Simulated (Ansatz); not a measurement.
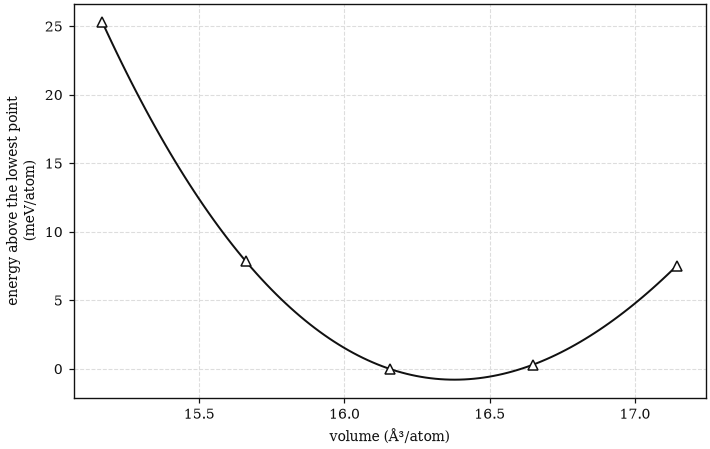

The figure shows the energy above the lowest point against volume.

Method: equation of state of a cubic crystal from periodic Kohn-Sham density functional theory without spin, third-order Birch-Murnaghan fit to the free energies; pressure corrected for the finite basis (Ansatz 0.2.0 development build). Level: HSE06.

### For which of these solids was it computed?
A. Co, Fm-3m (No. 225)
B. Au, Fm-3m (No. 225)
C. Al, Fm-3m (No. 225)

C, Al: energy above the lowest point from 0.0 meV/atom to 25.3 meV/atom, V0 16.38 Å³/atom, B0 81 GPa. The others give: Co, energy above the lowest point from 0.0 meV/atom to 32.1 meV/atom, V0 10.02 Å³/atom, B0 269 GPa; Au, energy above the lowest point from 0.0 meV/atom to 39.8 meV/atom, V0 17.71 Å³/atom, B0 146 GPa.

For Al, limits of the calculation: coarse k-mesh, values are not converged in k.

For Au, limits of the calculation: coarse k-mesh, values are not converged in k.

For Co, limits of the calculation: coarse k-mesh, values are not converged in k; cubic model structure, not the ambient form; known magnet treated without spin, far from its ground state.
